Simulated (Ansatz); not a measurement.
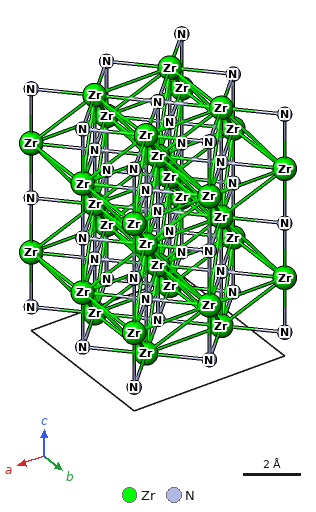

This is the input geometry for a relaxation of a slab of composition ZrN (cut from the Fm-3m phase). The picture is a ball-and-stick view of the 2 × 2 repeat of the cell, outlined in the plane, without the vacuum, seen from a free direction.

Case: (1 0 0) slab, atoms relaxed. The slab is the (1 0 0) face of ZrN.

All numbers below come from Ansatz, DFT PBE, scalar-relativistic, plane waves, PAW.

The input:
```yaml
crystal:
  lattice:
    - [3.2489094155, 0.0, 0.0]
    - [0.0, 3.2489094155, 0.0]
    - [0.0, 0.0, 24.1893035168]
  atoms:
    - { symbol: Zr, position: [0.5, 0.5, 0.3100544005] }
    - { symbol: "N", position: [0.0, 0.0, 0.3100544005] }
    - { symbol: Zr, position: [0.0, 0.0, 0.4050272002] }
    - { symbol: "N", position: [0.5, 0.5, 0.4050272002] }
    - { symbol: Zr, position: [0.5, 0.5, 0.5] }
    - { symbol: "N", position: [0.0, 0.0, 0.5] }
    - { symbol: Zr, position: [0.0, 0.0, 0.5949727998] }
    - { symbol: "N", position: [0.5, 0.5, 0.5949727998] }
    - { symbol: Zr, position: [0.5, 0.5, 0.6899455995] }
    - { symbol: "N", position: [0.0, 0.0, 0.6899455995] }
basis:
  ecutwfc: 420
kpoints:
  mp_grid: { grid: [11, 11, 1] }
hamiltonian:
  xc: pbe
scf:
  occupations: { method: gaussian, width: 0.1 }
output:
  forces: true
  eigenvalues: true
  write_density: true
  write_potential: true
  elf: true
  volumetric_format: npy
relax:
  adjacent_minimum: "off"
  f_tol: 0.02
  max_steps: 60
efield:
  axis: 3
  dipole_correction: true
  ramp_width: 0.04
```

Launched with:
```bash
ansatz run input.yaml --threads 1 --pin off --max-ram 2560MiB --backend cpu --events-out ev --progress --plain --runs-dir out
```

> Where does the relaxation end?

The largest moves, 0.12 Å, are those of Zr1 and Zr9. Zr1 goes along the normal (+c). By element the largest moves are Zr 0.12 Å, N 0.06 Å. The cell doesn't change. Near-neighbour distances that change, for instance: N8–Zr9 2.297 → 2.184 Å, Zr1–Zr3 3.249 → 3.166 Å, N2–Zr3 2.297 → 2.360 Å, N4–Zr5 2.297 → 2.292 Å. Among the angles between lasting bonds that change: Zr9–N10–Zr9 180.0° → 171.0°, Zr7–N10–Zr9 90.0° → 85.5°. Over 4 accepted moves (5 points after the start) the energy falls by 0.309 eV per cell of the calculation. Largest force component: 1.7 eV/Å at the start, 0.017 eV/Å at the end. 1 step only repeated the SCF at the same geometry.

After the run, drawn alike:

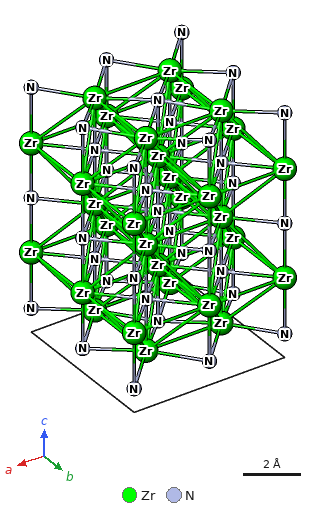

Limits of the set-up: the cell has an odd number of electrons but was run without spin polarisation.
